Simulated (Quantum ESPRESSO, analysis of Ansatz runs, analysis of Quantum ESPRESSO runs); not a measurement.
# Bond-centred H+ along c in ZnO: local vibrational mode against experiment (Quantum ESPRESSO)

How near does this set-up come to the measured local vibrational mode? Subject: bond-centred H+ along c in ZnO. Set-up: PBE, JTH 2.0 PBE, 32-site cell, PBE lattice, k: the single point 1/4 1/4 1/4. The model is a cell of 32 host atoms with 1 H put in. The frequencies come from force constants among the defect atom and its neighbours, with the masses of the isotopes named. Other potentials or another program check that the number doesn't hang on one set of files.

What was measured. O-H stretch, 1H: 3611.3 cm⁻¹ at 10 K, by IR absorption (quoted in “Hydrogen and Related Defects in Oxide Semiconductors”, 2012, M. C. Tarun, 2012 (Ph.D. dissertation, Washington State University), quoting earlier work (2002)). O-D stretch, 2H: 2668 cm⁻¹ at 9 K, by FTIR absorption (quoted in “Hydrogen-related defects in hydrothermally grown ZnO studied by Fourier Transform Infrared Spectroscopy”, 2010, Halvard Haug, quoting earlier work (2005)). The runs below try to reproduce this.

Main program and level: Quantum ESPRESSO 7.5; Quantum ESPRESSO plane-wave DFT, PBE, JTH 2.0 PBE potentials; relaxation of all atoms of a defect supercell.

## (1) The starting structure

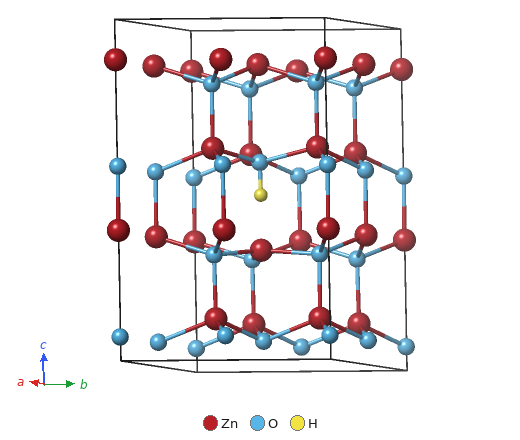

Start, viewed slightly off an axis; zinc red, oxygen blue, hydrogen yellow. Bonds to atoms that aren't drawn are left out. Some periodic images of atoms are drawn too.

The cell holds 33 atoms: 16 Zn, 16 O and 1 H. Cell: a = 6.523 Å, b = 6.523 Å, c = 10.511 Å, α = 90.0°, β = 90.0°, γ = 120.0°. It derives from ZnO (space group P6_3mc). Nearest the centre at fractional (0.667, 0.333, 0.369): H33 at 0.02 Å, O20 at 1.01 Å, Zn17 at 1.70 Å, Zn6 at 2.33 Å, Zn22 at 2.34 Å, Zn30 at 2.35 Å, O3 at 2.65 Å, O19 at 2.68 Å. The cell carries charge +1.

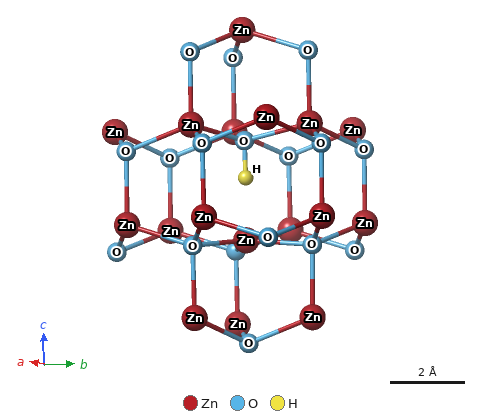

The atoms within 5 Å of the centre.

The host's primitive cell comes from a first run (Quantum ESPRESSO plane-wave DFT, PBE, JTH 2.0 PBE potentials; relaxation of cell and atoms of a defect-free cell): vectors of 3.261, 3.261 and 5.255 Å. That is 12.10 Å³ an atom, 1.7 % over the diffraction cell's volume. The supercell is built on it.

## (2) Relaxation, charge +1

Every later number rests on the structure around the defect, so the atoms are relaxed at the host's lattice first.

File pw.in:

```
&CONTROL
  calculation = 'relax'
  prefix = 'pwscf'
  outdir = './tmp'
  pseudo_dir = './pseudo'
  tprnfor = .true.
  disk_io = 'low'
  nstep = 70
  forc_conv_thr = 0.00039
  etot_conv_thr = 0.0001
/
&SYSTEM
  ibrav = 0
  nat = 33
  ntyp = 3
  ecutwfc = 40
  ecutrho = 240
  nbnd = 148
  occupations = 'smearing'
  smearing = 'fd'
  degauss = 0.00073499
  tot_charge = 1
  nosym = .true.
/
&ELECTRONS
  conv_thr = 3d-08
  electron_maxstep = 100
  mixing_beta = 0.5
/
&IONS
  ion_dynamics = 'bfgs'
/
ATOMIC_SPECIES
Zn    65.3800 Zn.GGA_PBE-JTH.UPF
O     15.9990 O.GGA_PBE-JTH.UPF
H      1.0080 H.GGA_PBE-JTH.UPF
CELL_PARAMETERS angstrom
   6.5226494897    0.0000000000    0.0000000000
  -3.2613247449    5.6487802124    0.0000000000
   0.0000000000    0.0000000000   10.5106538207
ATOMIC_POSITIONS crystal
Zn     0.1670887067    0.3365825324    0.2499908717
Zn     0.3332465847    0.1674569860    0.0017009086
O      0.3332249422    0.1658443736    0.1914758841
O      0.1646643049    0.3334607341    0.4410389874
Zn     0.1681769116    0.3360080501    0.7486282214
Zn     0.3316801458    0.1677926020    0.4987028072
O      0.3328505012    0.1687512329    0.6908470328
O      0.1700171989    0.3341541773    0.9399463054
Zn     0.1638773407    0.8313178958    0.2509772107
Zn     0.3329007461    0.6687862942    0.0010808647
O      0.3355484796    0.6661111201    0.1907015472
O      0.1682870329    0.8357193022    0.4382540161
Zn     0.1701793795    0.8351452860    0.7501061395
Zn     0.3360825704    0.6677286197    0.5010535804
O      0.3346206007    0.6682064662    0.6913177535
O      0.1680734794    0.8316155889    0.9387449258
Zn     0.6645530161    0.3298233559    0.2069435501
Zn     0.8330982286    0.1682436660    0.0014511612
O      0.8352683438    0.1660121944    0.1883992745
O      0.6644094833    0.3302318750    0.4642264119
Zn     0.6667539214    0.3303707441    0.7502420578
Zn     0.8362951874    0.1693462922    0.5006008208
O      0.8341071250    0.1697418719    0.6888194109
O      0.6637050278    0.3321817784    0.9406571685
Zn     0.6642639498    0.8304245638    0.2489589819
Zn     0.8324133513    0.6637716343    0.0009157315
O      0.8349480308    0.6696405323    0.1886050531
O      0.6634440035    0.8324162601    0.4389747679
Zn     0.6669428490    0.8354397128    0.7484188926
Zn     0.8332766402    0.6670676370    0.5017541975
O      0.8361679340    0.6673820367    0.6906883248
O      0.6635285148    0.8307256434    0.9402353859
H      0.6631583996    0.3319836394    0.3685141701
K_POINTS crystal
1
0.25 0.25 0.25 1.0
```

The run is started by

```console
$ OMP_NUM_THREADS=1 mpirun -n 4 pw.x -in pw.in > pw.out
```

Output:

```text
This program is part of the open-source Quantum ESPRESSO suite
     for quantum simulation of materials; please cite
         "P. Giannozzi et al., J. Phys.:Condens. Matter 21 395502 (2009);
         "P. Giannozzi et al., J. Phys.:Condens. Matter 29 465901 (2017);
         "P. Giannozzi et al., J. Chem. Phys. 152 154105 (2020);
          URL
     in publications or presentations arising from this work. More details at

     file Zn.GGA_PBE-JTH.UPF: wavefunction(s)  0S 0P 0P 3D 0D renormalized
     file O.GGA_PBE-JTH.UPF: wavefunction(s)  0S 2P 0P renormalized
     file H.GGA_PBE-JTH.UPF: wavefunction(s)  1S 0S 0P renormalized

     Subspace diagonalization in iterative solution of the eigenvalue problem:
     a serial algorithm will be used

     --------------------
     sticks:   dense  smooth     PW     G-vecs:    dense   smooth      PW
     Min         631     415    112                41025    22287    3146
     Max         632     416    113                41028    22296    3151
     Sum        2527    1663    451               164107    89173   12599

     Using Slab Decomposition

     bravais-lattice index     =            0
     lattice parameter (alat)  =      12.3260  a.u.
     unit-cell volume          =    2613.3950 (a.u.)^3
     number of atoms/cell      =           33
     number of atomic types    =            3
     number of electrons       =       288.00
     number of Kohn-Sham states=          148
     kinetic-energy cutoff     =      40.0000  Ry
     charge density cutoff     =     240.0000  Ry
     scf convergence threshold =      3.0E-08
     mixing beta               =       0.5000
     number of iterations used =            8  plain     mixing
     energy convergence thresh.=      1.0E-04
     force convergence thresh. =      3.9E-04
     Exchange-correlation= SLA PW PBX PBC
                           (   1   4   3   4   0   0   0)
     nstep                     =           70

     celldm(1)=  12.326021  celldm(2)=   0.000000  celldm(3)=   0.000000
     celldm(4)=   0.000000  celldm(5)=   0.000000  celldm(6)=   0.000000

     crystal axes: (cart. coord. in units of alat)
               a(1) = (   1.000000   0.000000   0.000000 )
               a(2) = (  -0.500000   0.866025   0.000000 )
               a(3) = (   0.000000   0.000000   1.611409 )

     reciprocal axes: (cart. coord. in units 2 pi/alat)
               b(1) = (  1.000000  0.577350 -0.000000 )
               b(2) = (  0.000000  1.154701  0.000000 )
               b(3) = (  0.000000 -0.000000  0.620575 )

     PseudoPot. # 1 for Zn read from file:
     Zn.GGA_PBE-JTH.UPF
     Pseudo is Projector augmented-wave + core cor, Zval = 12.0
     Generated using ATOMPAW code
     Shape of augmentation charge: SINC**2
     Using radial grid of 1049 points,  6 beta functions with:
                l(1) =   0
                l(2) =   0
                l(3) =   1
                l(4) =   1
                l(5) =   2
                l(6) =   2
     Q(r) pseudized with 0 coefficients

     PseudoPot. # 2 for O  read from file:
     O.GGA_PBE-JTH.UPF
     Pseudo is Projector augmented-wave + core cor, Zval =  6.0
     Generated using ATOMPAW code
     Shape of augmentation charge: SINC**2
     Using radial grid of  943 points,  4 beta functions with:
                l(1) =   0
                l(2) =   0
                l(3) =   1
                l(4) =   1
     Q(r) pseudized with 0 coefficients

     PseudoPot. # 3 for H  read from file:
     H.GGA_PBE-JTH.UPF
     Pseudo is Projector augmented-wave + core cor, Zval =  1.0
     Generated using ATOMPAW code
     Shape of augmentation charge: SINC**2
     Using radial grid of  777 points,  3 beta functions with:
                l(1) =   0
                l(2) =   0
                l(3) =   1
     Q(r) pseudized with 0 coefficients

     atomic species   valence    mass     pseudopotential
     Zn               12.00    65.38000     Zn( 1.00)
     O                 6.00    15.99900     O ( 1.00)
     H                 1.00     1.00800     H ( 1.00)

     No symmetry found

   Cartesian axes

     site n.     atom                  positions (alat units)
         1        Zn     tau(   1) = (  -0.0012026   0.2914890   0.4028375  )
         2        Zn     tau(   2) = (   0.2495181   0.1450220   0.0027409  )
         3        O      tau(   3) = (   0.2503028   0.1436254   0.3085459  )
         4        O      tau(   4) = (  -0.0020661   0.2887855   0.7106940  )
         5        Zn     tau(   5) = (   0.0001729   0.2909915   1.2063460  )
         6        Zn     tau(   6) = (   0.2477838   0.1453127   0.8036140  )
         7        O      tau(   7) = (   0.2484749   0.1461429   1.1132369  )
         8        O      tau(   8) = (   0.0029401   0.2893860   1.5146376  )
         9        Zn     tau(   9) = (  -0.2517816   0.7199424   0.4044268  )
        10        Zn     tau(  10) = (  -0.0014924   0.5791859   0.0017417  )
        11        O      tau(  11) = (   0.0024929   0.5768692   0.3072981  )
        12        O      tau(  12) = (  -0.2495726   0.7237542   0.7062063  )
        13        Zn     tau(  13) = (  -0.2473933   0.7232570   1.2087275  )
        14        Zn     tau(  14) = (   0.0022183   0.5782700   0.8074021  )
        15        O      tau(  15) = (   0.0005174   0.5786838   1.1139954  )
        16        O      tau(  16) = (  -0.2477343   0.7202002   1.5127017  )
        17        Zn     tau(  17) = (   0.4996413   0.2856354   0.3334706  )
        18        Zn     tau(  18) = (   0.7489764   0.1457033   0.0023384  )
        19        O      tau(  19) = (   0.7522622   0.1437708   0.3035882  )
        20        O      tau(  20) = (   0.4992935   0.2859892   0.7480585  )
        21        Zn     tau(  21) = (   0.5015685   0.2861095   1.2089465  )
        22        Zn     tau(  22) = (   0.7516220   0.1466582   0.8066725  )
        23        O      tau(  23) = (   0.7492362   0.1470008   1.1099696  )
        24        O      tau(  24) = (   0.4976141   0.2876779   1.5157831  )
        25        Zn     tau(  25) = (   0.2490517   0.7191688   0.4011747  )
        26        Zn     tau(  26) = (   0.5005275   0.5748431   0.0014756  )
        27        O      tau(  27) = (   0.5001278   0.5799257   0.3039198  )
        28        O      tau(  28) = (   0.2472359   0.7208936   0.7073677  )
        29        Zn     tau(  29) = (   0.2492230   0.7235120   1.2060087  )
        30        Zn     tau(  30) = (   0.4997428   0.5776975   0.8085311  )
        31        O      tau(  31) = (   0.5024769   0.5779698   1.1129811  )
[...]
atom    5 type  1   force =    -0.00014040   -0.00034798    0.00008717
     atom    6 type  1   force =     0.00004680   -0.00001186   -0.00014760
     atom    7 type  2   force =    -0.00000197    0.00006884    0.00005046
     atom    8 type  2   force =     0.00007052   -0.00006911    0.00003765
     atom    9 type  1   force =    -0.00004904    0.00008445    0.00007614
     atom   10 type  1   force =     0.00019651   -0.00011636   -0.00013761
     atom   11 type  2   force =     0.00001820   -0.00001539   -0.00018153
     atom   12 type  2   force =     0.00022974   -0.00011684   -0.00003346
     atom   13 type  1   force =    -0.00039631    0.00017087    0.00003113
     atom   14 type  1   force =    -0.00000443   -0.00009034   -0.00040896
     atom   15 type  2   force =    -0.00006885   -0.00006852    0.00033265
     atom   16 type  2   force =     0.00015557   -0.00001891   -0.00005328
[...]
Total force =     0.001375     Total SCF correction =     0.000049
     Energy error            =      4.3E-06 Ry
     Gradient error          =      4.1E-04 Ry/Bohr

     number of scf cycles    =  20
     number of bfgs steps    =  19

     energy             old  =   -4571.0309583315 Ry
     energy             new  =   -4571.0309626258 Ry

     CASE: energy            _new < energy            _old

     new trust radius        =       0.0021396247 bohr
     new conv_thr            =       0.0000000003 Ry

ATOMIC_POSITIONS (crystal)
Zn               0.1660681379        0.3357486529        0.2507461273
Zn               0.3198226062        0.1572959924       -0.0077760506
O                0.3264418471        0.1636411625        0.1878085810
O                0.1669262678        0.3319736667        0.4408526959
Zn               0.1676275429        0.3405693965        0.7496036761
Zn               0.3167120230        0.1565507386        0.5088554643
O                0.3339544615        0.1689357827        0.6961938940
O                0.1706224450        0.3379580376        0.9389662098
Zn               0.1658807373        0.8338168248        0.2513648145
Zn               0.3352149544        0.6650715562        0.0037257469
O                0.3327418841        0.6675081591        0.1926364298
O                0.1669830857        0.8331014426        0.4415340442
Zn               0.1675945487        0.8330246146        0.7496177501
Zn               0.3351063251        0.6654270570        0.4989926504
O                0.3327494680        0.6684018822        0.6880246699
O                0.1704152061        0.8294223800        0.9391951095
[...]
NEW-OLD atomic charge density approx. for the potential

     Self-consistent Calculation

     iteration #  1     ecut=    40.00 Ry     beta= 0.50
     Davidson diagonalization with overlap
     ethr =  1.00E-06,  avg # of iterations =  2.0

     Threshold (ethr) on eigenvalues was too large:
     Diagonalizing with lowered threshold

     Davidson diagonalization with overlap
     ethr =  1.67E-09,  avg # of iterations =  8.0

     total energy              =   -4571.03096601 Ry
     estimated scf accuracy    <       0.00000142 Ry

     iteration #  2     ecut=    40.00 Ry     beta= 0.50
     Davidson diagonalization with overlap
     ethr =  4.92E-10,  avg # of iterations =  4.0

     total energy              =   -4571.03096596 Ry
     estimated scf accuracy    <       0.00000030 Ry

     iteration #  3     ecut=    40.00 Ry     beta= 0.50
     Davidson diagonalization with overlap
     ethr =  1.03E-10,  avg # of iterations =  5.0

     total energy              =   -4571.03096605 Ry
     estimated scf accuracy    <       0.00000005 Ry

     iteration #  4     ecut=    40.00 Ry     beta= 0.50
     Davidson diagonalization with overlap
     ethr =  1.70E-11,  avg # of iterations =  6.0

     total energy              =   -4571.03096610 Ry
     estimated scf accuracy    <       0.00000001 Ry

     iteration #  5     ecut=    40.00 Ry     beta= 0.50
     Davidson diagonalization with overlap
     ethr =  3.67E-12,  avg # of iterations =  3.0

     total energy              =   -4571.03096611 Ry
     estimated scf accuracy    <          3.0E-09 Ry

     iteration #  6     ecut=    40.00 Ry     beta= 0.50
     Davidson diagonalization with overlap
     ethr =  1.05E-12,  avg # of iterations =  5.0

     total energy              =   -4571.03096611 Ry
     estimated scf accuracy    <          4.5E-10 Ry

     iteration #  7     ecut=    40.00 Ry     beta= 0.50
     Davidson diagonalization with overlap
     ethr =  1.56E-13,  avg # of iterations =  5.0

     End of self-consistent calculation

          k = 0.2500 0.4330 0.1551 ( 11165 PWs)   bands (ev):

[...]
3.7474   3.7823   3.7893   3.8121   3.8370   3.8560   3.8622   3.8643
     3.8716   3.8978   3.9098   3.9246   3.9723   4.0064   4.0276   4.0553
     4.0871   4.3090   4.3514   4.3882   4.4623   4.5096   4.5836   4.6314
     4.7788   4.8416   5.0047   5.1099   5.1957   5.2361   5.2763   5.2981
     5.4805   5.6572   5.7296   5.7804   5.9529   6.0012   6.0410   6.0969
     6.1316   6.1878   6.2193   6.2953   6.3192   6.3723   6.4575   6.5222
     6.6482   6.7121   6.7760   6.8170   6.8696   6.9409   6.9942   7.1195
     7.1454   7.1704   7.2226   7.2657   7.3415   7.3761   7.6253   7.6324
    10.9556  11.7990  12.2213  12.4109

     the Fermi energy is     9.4716 ev

!    total energy              =   -4571.03096611 Ry
     total all-electron energy =     -4571.030966 Ry
     estimated scf accuracy    <          9.5E-11 Ry
     smearing contrib. (-TS)   =       0.00000000 Ry
     internal energy E=F+TS    =   -4571.03096611 Ry

     The total energy is F=E-TS. E is the sum of the following terms:
     one-electron contribution =   -1267.55150218 Ry
     hartree contribution      =     663.42674101 Ry
     xc contribution           =    -367.31527111 Ry
     ewald contribution        =   -1723.17427268 Ry
     one-center paw contrib.   =   -1876.41666115 Ry

     convergence has been achieved in   7 iterations

     Forces acting on atoms (cartesian axes, Ry/au):

[...]
atom   26 type  1   force =     0.00002105   -0.00010888    0.00006492
     atom   27 type  2   force =    -0.00006592    0.00019481   -0.00013126
     atom   28 type  2   force =    -0.00022392   -0.00027530    0.00003670
     atom   29 type  1   force =     0.00001395    0.00006943    0.00000388
     atom   30 type  1   force =    -0.00001177   -0.00009359    0.00009666
     atom   31 type  2   force =    -0.00013354   -0.00012653    0.00002823
     atom   32 type  2   force =    -0.00003284    0.00005187    0.00012838
     atom   33 type  3   force =     0.00029998   -0.00004413   -0.00007058

     Total force =     0.001246     Total SCF correction =     0.000061
     Energy error            =      3.5E-06 Ry
     Gradient error          =      3.6E-04 Ry/Bohr

     bfgs converged in  21 scf cycles and  20 bfgs steps
     (criteria: energy <  1.0E-04 Ry, force <  3.9E-04 Ry/Bohr)

     End of BFGS Geometry Optimization

     Final energy             =   -4571.0309661139 Ry

     File ./tmp/pwscf.bfgs deleted, as requested
Begin final coordinates

ATOMIC_POSITIONS (crystal)
[...]
Zn               0.8425137659        0.6798852023       -0.0076833228
O                0.8360866217        0.6733999071        0.1879131195
O                0.6685479875        0.8335157447        0.4408103031
Zn               0.6606484067        0.8332625973        0.7495504557
Zn               0.8433457368        0.6828730151        0.5086825428
O                0.8318536132        0.6665607190        0.6960971360
O                0.6624001812        0.8295776595        0.9389230755
H                0.6644430204        0.3338230726        0.3686884438
End final coordinates

=------------------------------------------------------------------------------=
   JOB DONE.
=------------------------------------------------------------------------------=
```

The job ended after 10 min (4 MPI ranks of Intel Xeon Platinum 8375C at 2.90GHz (Ice Lake), shared host; peak memory 1 GiB; 40 min of CPU time).

(Part 1 of 2 ends here.)

[Logs are printed without paths, hosts, clocks, repeated set-up lines and the standing remarks that a program may print on its own settings, such as how far it seeks lower states.]

[Hosts, paths, dates, database ids (printed as entryN), source tags and the programs' standing remarks are cut or masked in the printed files.]

[For some hosts the program warned that the k-mesh of the response run may be too coarse for force constants and the static dielectric constant; such warnings are not shown here.]
